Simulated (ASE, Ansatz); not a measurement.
## Relaxing random fluorite-type (Ce, Zr, Sn, Hf)O2 solid solution (324 atoms)

How does random fluorite-type (Ce, Zr, Sn, Hf)O2 solid solution (324 atoms) relax, and what do bonds, charges and levels look like afterwards?

Main program and level: Ansatz 0.2.0; Kohn-Sham DFT, PBE, PAW (set soft_2), plane waves.

## 1. The starting structure

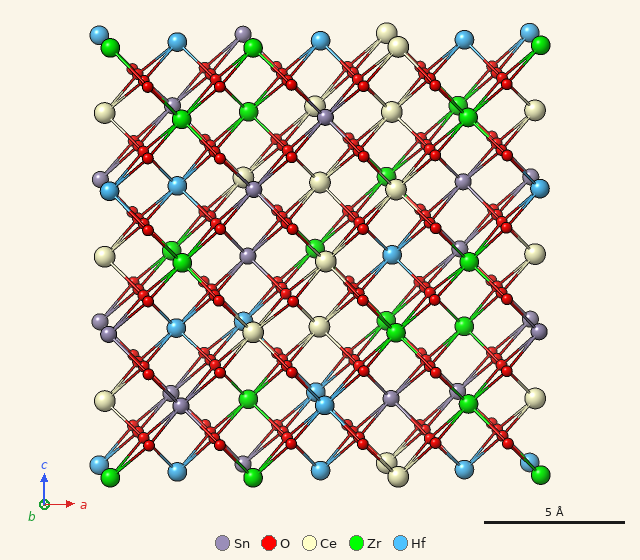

Start, viewed in part; tin purple, oxygen red, cerium light yellow, zirconium green, hafnium blue. Drawn is a slice 9 Å thick, seen along the normal of the ac plane.

The cell holds 324 atoms: 27 Sn, 216 O, 27 Ce, 27 Zr and 27 Hf. Its edges and angles: a = 15.465 Å, b = 15.465 Å, c = 15.465 Å, α = 90.0°, β = 90.0°, γ = 90.0°. It derives from CeO2 and HfO2, ZrO2 and SnO2. Fluorite-type lattice (a = 5.155 Å, the mean of the end members), 3 x 3 x 3 cells, metal sites filled at random with 27 Ce, 27 Zr, 27 Sn, 27 Hf; every coordinate displaced by a Gaussian of 0.02 Å.

Limits known from the start: The host structure and its lattice constant were typed by rule, without a check against the phase diagram. The main run has no spin polarisation, so moments on Ce can't form in it, and no Hubbard term. Only the Γ point is sampled, in a cell whose shortest periodic width is 15 Å. The levels lack spin–orbit coupling, which is large for the heavy elements here.

## 2. Single point at the start

The forces at the start show how far the geometry lies from a minimum of this functional.

Input file input.yaml:

```yaml
crystal:
  lattice:
    - [15.465, 0.0, 0.0]
    - [0.0, 15.465, 0.0]
    - [0.0, 0.0, 15.465]
  atoms:
    - { symbol: Sn, position: [0.99825, 0.99989, 0.00058] }
    - { symbol: O, position: [0.08394, 0.08185, 0.08506] }
    - { symbol: O, position: [0.2501, 0.25184, 0.2499] }
    - { symbol: Sn, position: [0.001, 0.16491, 0.16882] }
    [... 314 atom lines left out ...]
    - { symbol: Zr, position: [0.83232, 0.6647, 0.83189] }
    - { symbol: O, position: [0.9172, 0.75121, 0.91517] }
    - { symbol: O, position: [0.74787, 0.91651, 0.74937] }
    - { symbol: Ce, position: [0.8302, 0.83401, 0.66857] }
    - { symbol: O, position: [0.91435, 0.91783, 0.74892] }
    - { symbol: O, position: [0.74989, 0.74981, 0.91566] }
kpoints:
  mp_grid: { grid: [1, 1, 1] }
hamiltonian:
  xc: pbe
scf:
  occupations: { method: fixed }
output:
  forces: true
  stress: true
  populations: true
  dos:
    method: { smearing: { sigma: 0.08 } }
    de: 0.1
    projected: { site_lists: { Ce: [Ce], Hf: [Hf], O: [O], Sn: [Sn], Zr: [Zr] } }
  eigenvalues: true
```

Started as:

```bash
ansatz run input.yaml --threads 32 --pin off --max-ram 143360MiB --backend cuda --events-out ev --progress --plain --runs-dir out
```

Elapsed: 5.5 s, on 1 × NVIDIA GB200 with 32 threads of Arm Neoverse V2, shared host; peak memory 3.1 GiB; 20 s of CPU time.

That memory is the host's; the program planned up to 16.6 GiB on the GPU. Forces of this run were stored rounded, and per-atom blocks of the log weren't kept.

The run gave:

- free energy: -1000566.3209 eV
- free energy per atom: -3088.1677 eV/atom
- SCF cycles: 13
- pressure: 8.661 GPa
- r.m.s. force component: 0.8394 eV/Å
- longest force: 2.921 eV/Å
- Fermi energy: 12.82 eV
- gap (highest filled to lowest empty level): 2.03 eV
- spilling of the projection: 0.003338

The r.m.s. force component of 0.84 eV/Å and the pressure of 8.7 GPa set the starting point.

Length of the force by element:

| element | coordination | atoms | mean length of the force (eV/Å) | spread | least | most |
| --- | --- | --- | --- | --- | --- | --- |
| Ce | all | 27 | 1.13 | 0.332 | 0.585 | 1.88 |
| Hf | all | 27 | 0.625 | 0.239 | 0.228 | 1.41 |
| O | all | 216 | 1.52 | 0.717 | 0.128 | 2.92 |
| Sn | all | 27 | 0.656 | 0.237 | 0.271 | 1.15 |
| Zr | all | 27 | 0.570 | 0.228 | 0.158 | 1.04 |

## 3. Relaxation

With the cell held, the atoms are moved downhill towards a nearby minimum.

input.yaml, the sections that differ from step 2:

```yaml
output:
  forces: true
relax:
  f_tol: 0.05
  max_steps: 200
# crystal, kpoints, hamiltonian, scf: as in step 2
```

Wall time 51 s (1 × NVIDIA GB200 with 32 threads); peak memory 2.3 GiB.

That memory is the host's; the program planned up to 16 GiB on the GPU.

Step by step:

| step | energy less that of the first step (eV) | largest force component (eV/Å) |
| --- | --- | --- |
| 1 | 0.0000 | 2.5470 |
| 2 | -13.8349 | 1.2444 |
| 3 | -17.4908 | 0.8878 |
| 4 | -20.0392 | 1.1461 |
| 5 | -22.4159 | 0.4333 |
| 6 | -23.9706 | 0.2188 |
| 7 | -24.4123 | 0.1642 |
| 8 | -24.5970 | 0.3645 |
| 9 | -24.9009 | 0.2432 |
| 10 | -25.0338 | 0.2021 |
| 11 | -25.1088 | 0.2644 |
| 12 | -25.1713 | 0.1152 |
| 13 | -25.1934 | 0.1718 |
| 14 | -25.2443 | 0.1118 |
| 15 | -25.1772 | 0.4615 |
| 16 | -25.2460 | 0.2445 |
| 17 | -25.2627 | 0.0454 |
| 18 | -25.2627 | 0.0454 |

Relaxation step 15 was tried and not accepted.

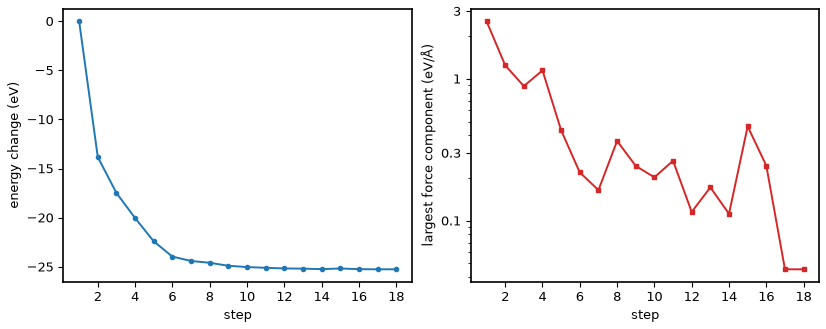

Energy and largest force along the relaxation.

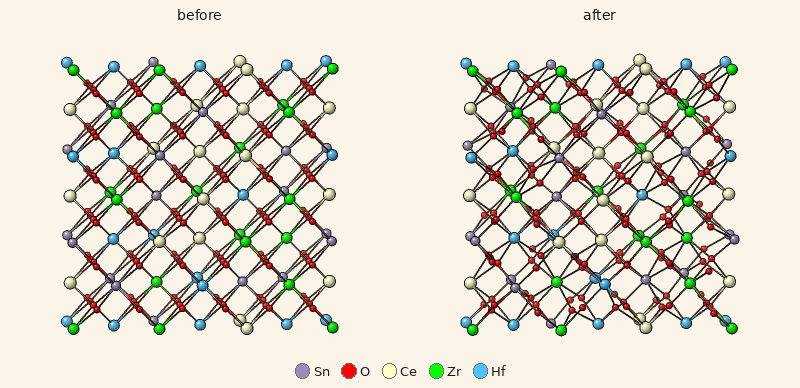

Before and after, at one scale. Drawn is a slice 9 Å thick, seen along the normal of the ac plane.

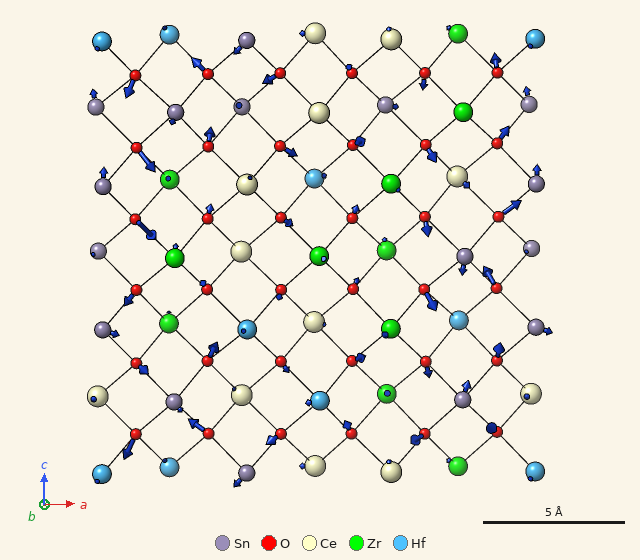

Displacements in the relaxation, exaggerated; the longest in the cell stands for 0.72 Å. Drawn is a slice 4 Å thick, seen along the normal of the ac plane.

The atoms that moved most (Å):

| atom | dx | dy | dz | length |
| --- | --- | --- | --- | --- |
| O96 | 0.388 | 0.463 | -0.391 | 0.720 |
| O224 | -0.451 | -0.407 | 0.267 | 0.664 |
| O218 | 0.337 | 0.204 | 0.477 | 0.619 |
| O273 | 0.287 | -0.425 | 0.339 | 0.615 |
| O219 | -0.237 | -0.438 | -0.341 | 0.604 |
| O146 | -0.468 | 0.187 | -0.331 | 0.603 |
| O44 | 0.291 | 0.421 | 0.289 | 0.587 |
| O228 | -0.455 | 0.122 | 0.348 | 0.585 |

The relaxation changed the energy by -78.0 meV/atom, and atoms moved by 0.28 Å r.m.s., 0.72 Å at most.

## 4. Local order after relaxation

Bonds before and after, by the cutoffs listed below:

| pair | bonds before | bonds after | mean before (Å) | mean after (Å) | spread before (Å) | spread after (Å) |
| --- | --- | --- | --- | --- | --- | --- |
| O-Ce | 216 | 216 | 2.232 | 2.311 | 0.031 | 0.090 |
| O-Hf | 216 | 210 | 2.233 | 2.193 | 0.029 | 0.118 |
| O-Sn | 216 | 176 | 2.233 | 2.133 | 0.032 | 0.113 |
| O-Zr | 216 | 213 | 2.232 | 2.213 | 0.030 | 0.146 |

Density 7.96 g/cm³, 11.42 Å³ an atom.

Pair distribution functions g(r), in bins of 0.2 Å:

| r (Å) | total | O-O | O-Ce | O-Hf | O-Sn | O-Zr | Ce-Ce |
| --- | --- | --- | --- | --- | --- | --- | --- |
| 1.90 | 0.04 | 0.00 | 0.00 | 0.06 | 0.26 | 0.06 | 0.00 |
| 2.10 | 2.46 | 0.00 | 1.24 | 6.70 | 7.67 | 6.58 | 0.00 |
| 2.30 | 1.86 | 0.02 | 7.52 | 3.85 | 1.64 | 3.65 | 0.00 |
| 2.50 | 1.64 | 2.90 | 1.51 | 0.49 | 0.45 | 0.69 | 0.00 |
| 2.70 | 1.37 | 2.89 | 0.00 | 0.07 | 0.63 | 0.10 | 0.00 |
| 2.90 | 0.22 | 0.32 | 0.00 | 0.12 | 0.47 | 0.09 | 0.00 |
| 3.10 | 0.28 | 0.62 | 0.00 | 0.00 | 0.03 | 0.00 | 0.00 |
| 3.30 | 0.42 | 0.94 | 0.00 | 0.00 | 0.00 | 0.00 | 0.00 |
| 3.50 | 1.02 | 1.30 | 0.00 | 0.00 | 0.00 | 0.00 | 0.63 |
| 3.70 | 1.60 | 1.44 | 0.18 | 0.22 | 0.22 | 0.24 | 9.23 |
| 3.90 | 0.87 | 1.19 | 0.61 | 0.61 | 0.70 | 0.64 | 0.00 |
| 4.10 | 1.32 | 0.71 | 2.05 | 2.46 | 2.20 | 2.31 | 0.00 |
| 4.30 | 2.00 | 0.97 | 3.59 | 3.28 | 3.70 | 3.50 | 0.00 |
| 4.50 | 1.32 | 0.97 | 2.25 | 2.14 | 1.66 | 2.02 | 0.00 |
| 4.70 | 0.37 | 0.52 | 0.25 | 0.29 | 0.43 | 0.29 | 0.00 |
| 4.90 | 0.17 | 0.31 | 0.00 | 0.00 | 0.07 | 0.00 | 0.00 |
| 5.10 | 0.67 | 0.96 | 0.07 | 0.11 | 0.14 | 0.07 | 2.14 |
| 5.30 | 0.87 | 1.04 | 0.72 | 0.61 | 0.68 | 0.72 | 1.18 |
| 5.50 | 1.25 | 1.06 | 1.85 | 1.73 | 1.63 | 1.80 | 0.00 |
| 5.70 | 1.40 | 1.25 | 1.92 | 1.98 | 1.84 | 1.80 | 0.00 |
| 5.90 | 0.88 | 1.40 | 0.45 | 0.56 | 0.65 | 0.60 | 0.00 |
| 6.10 | 0.91 | 1.56 | 0.16 | 0.21 | 0.23 | 0.16 | 0.43 |
| 6.30 | 1.50 | 1.69 | 0.26 | 0.34 | 0.40 | 0.37 | 6.79 |
| 6.50 | 1.20 | 1.03 | 1.17 | 1.27 | 1.21 | 1.31 | 1.36 |
| 6.70 | 1.00 | 0.38 | 2.01 | 1.84 | 1.82 | 1.78 | 0.00 |
| 6.90 | 0.63 | 0.23 | 1.25 | 1.13 | 1.09 | 1.23 | 0.00 |
| 7.10 | 0.45 | 0.47 | 0.39 | 0.42 | 0.50 | 0.37 | 0.47 |
| 7.30 | 0.85 | 0.79 | 0.51 | 0.62 | 0.76 | 0.55 | 1.97 |

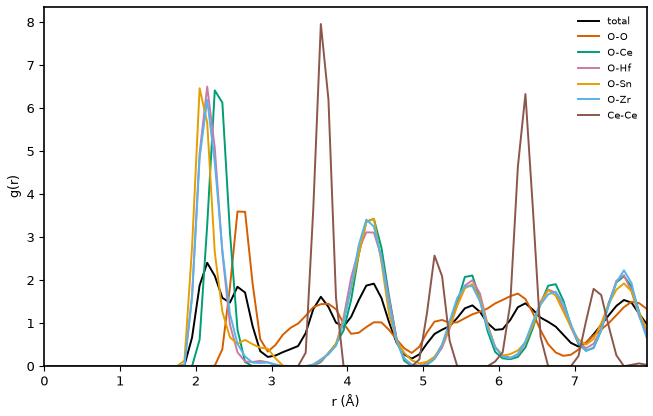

Pair distribution functions, lightly smoothed.

Bonds by pair of elements; cutoffs follow the first minimum of g(r), held within bounds set by covalent radii, and pairs that aren't listed don't count as bonded:

| pair A-B | cutoff (Å) | bonds | mean length (Å) | spread (Å) | shortest (Å) | B about A | A about B |
| --- | --- | --- | --- | --- | --- | --- | --- |
| O-Ce | 2.88 | 216 | 2.31 | 0.09 | 2.11 | 1 | 8 |
| O-Hf | 2.73 | 210 | 2.19 | 0.118 | 1.98 | 0.972 | 7.78 |
| O-Sn | 2.52 | 176 | 2.13 | 0.113 | 1.97 | 0.815 | 6.52 |
| O-Zr | 2.83 | 213 | 2.21 | 0.146 | 1.99 | 0.986 | 7.89 |

How many atoms have how many bonded neighbours:

| element | mean | 3 | 4 | 5 | 6 | 7 | 8 |
| --- | --- | --- | --- | --- | --- | --- | --- |
| Ce | 8 | 0 | 0 | 0 | 0 | 0 | 27 |
| Hf | 7.78 | 0 | 0 | 0 | 0 | 6 | 21 |
| O | 3.77 | 49 | 167 | 0 | 0 | 0 | 0 |
| Sn | 6.52 | 0 | 0 | 1 | 11 | 15 | 0 |
| Zr | 7.89 | 0 | 0 | 0 | 0 | 3 | 24 |

Bond angles, per cent of each kind in bins of 5°:

| angle (°) | O-Ce-O | O-Zr-O | O-Hf-O | O-Sn-O | Ce-O-Hf |
| --- | --- | --- | --- | --- | --- |
| 60–65 | 0.5 | 1.4 | 0.4 | 0.0 | 0.0 |
| 65–70 | 19.2 | 15.4 | 14.4 | 4.3 | 0.0 |
| 70–75 | 19.7 | 19.9 | 23.1 | 22.0 | 0.0 |
| 75–80 | 3.4 | 5.9 | 4.5 | 12.9 | 0.0 |
| 80–85 | 0.0 | 0.4 | 0.4 | 2.5 | 0.0 |
| 85–90 | 0.0 | 0.5 | 0.1 | 0.8 | 0.0 |
| 90–95 | 0.3 | 1.9 | 2.8 | 2.0 | 0.0 |
| 95–100 | 2.0 | 4.0 | 4.2 | 5.1 | 1.7 |
| 100–105 | 8.6 | 5.7 | 6.3 | 6.3 | 28.5 |
| 105–110 | 12.2 | 9.2 | 8.1 | 10.8 | 26.8 |
| 110–115 | 11.5 | 9.4 | 8.1 | 8.4 | 30.2 |
| 115–120 | 7.3 | 7.3 | 7.0 | 4.1 | 11.7 |
| 120–125 | 1.1 | 3.8 | 5.6 | 3.5 | 1.1 |
| 125–130 | 0.0 | 0.8 | 0.6 | 2.6 | 0.0 |
| 130–135 | 0.0 | 0.1 | 0.0 | 0.6 | 0.0 |
| 135–140 | 0.0 | 0.0 | 0.0 | 0.0 | 0.0 |
| 140–145 | 0.0 | 0.0 | 0.0 | 0.2 | 0.0 |
| 145–150 | 0.0 | 0.0 | 0.0 | 0.0 | 0.0 |
| 150–155 | 0.0 | 0.0 | 0.0 | 0.0 | 0.0 |
| 155–160 | 0.0 | 0.8 | 0.4 | 0.8 | 0.0 |
| 160–165 | 0.1 | 2.2 | 3.4 | 2.0 | 0.0 |
| 165–170 | 2.8 | 4.5 | 5.7 | 3.7 | 0.0 |
| 170–175 | 8.1 | 5.2 | 3.4 | 4.7 | 0.0 |
| 175–180 | 3.3 | 1.6 | 1.4 | 2.6 | 0.0 |

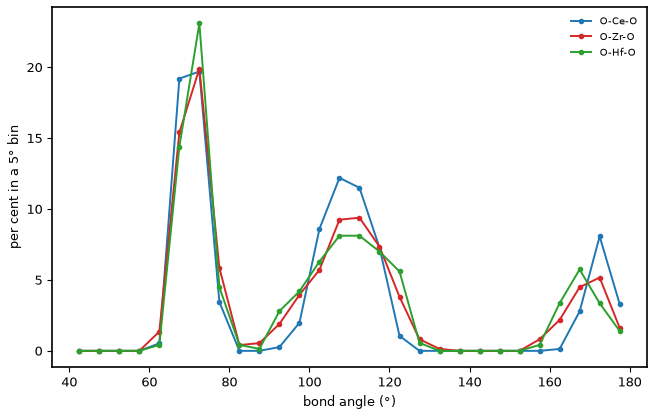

Distributions of the most common bond angles.

Bond angles (no mean is given where the spread exceeds 20°):

| angle | count | mean (°) | spread (°) |
| --- | --- | --- | --- |
| O-Ce-O | 756 | - | - |
| O-Zr-O | 735 | - | - |
| O-Hf-O | 714 | - | - |
| O-Sn-O | 490 | - | - |
| Ce-O-Hf | 179 | 109 | 5.2 |

Bond length by coordination (bonds to H left out):

| element | coordination | atoms | mean bond length (Å) |
| --- | --- | --- | --- |
| Hf | 7 | 6 | 2.15 |
| Hf | 8 | 21 | 2.20 |
| O | 3 | 49 | 2.11 |
| O | 4 | 167 | 2.24 |
| Sn | 5 | 1 | 2.05 |
| Sn | 6 | 11 | 2.10 |
| Sn | 7 | 15 | 2.16 |
| Zr | 7 | 3 | 2.16 |
| Zr | 8 | 24 | 2.22 |

First main peaks of g(r), for some of the pairs, lie near 2.59 Å (O-O), 2.29 Å (O-Ce), 2.15 Å (O-Hf), 2.09 Å (O-Sn), 2.15 Å (O-Zr) and 3.68 Å (Ce-Ce). By these cutoffs all Ce atoms have 8, 78 % of Hf atoms have 8, 77 % of O atoms have 4 and 56 % of Sn atoms have 7 bonded neighbours.

(Part 1 of 2 ends here.)

[Logs are printed without paths, hosts, clocks, repeated set-up lines and the standing remarks that a program may print on its own settings, such as how far it seeks lower states.]

[Hosts, paths, dates, database ids (printed as entryN), source tags and the programs' standing remarks are cut or masked in the printed files.]
